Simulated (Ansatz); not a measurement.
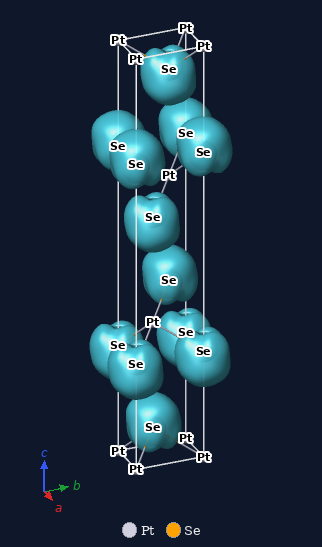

The picture shows: PtSe₂. Isosurface of the electron localisation function at 0.65 (cyan), seen slightly off an axis. Core shells and regions of very low density are left out. Sticks mark near contacts.

Space group R-3m; started from the CdCl2 (3R octahedral) bulk prototype, which need not be the ambient phase; not relaxed (largest force 0.3 eV/Å).

Level of theory: DFT, HSE06, plane waves, PAW (Ansatz).

Core electrons are frozen (PAW), and the valence fields are smoothed inside the atomic spheres.

Q: Identify the bonds, lone pairs and shells in this picture.

A: The ELF exceeds this value in six regions wrapped around Se (the valence shell of each), counted in one cell of 9 atoms. Regions shared between cells count once. Profiles from the grid: Pt–Se (2.51 Å): the ELF is about 0.55 at the midpoint.

Q: Metal or insulator at this level of theory?

A: It is gapped, with a Kohn–Sham gap of 0.78 eV on the k-point mesh, an upper bound to the gap of this method.
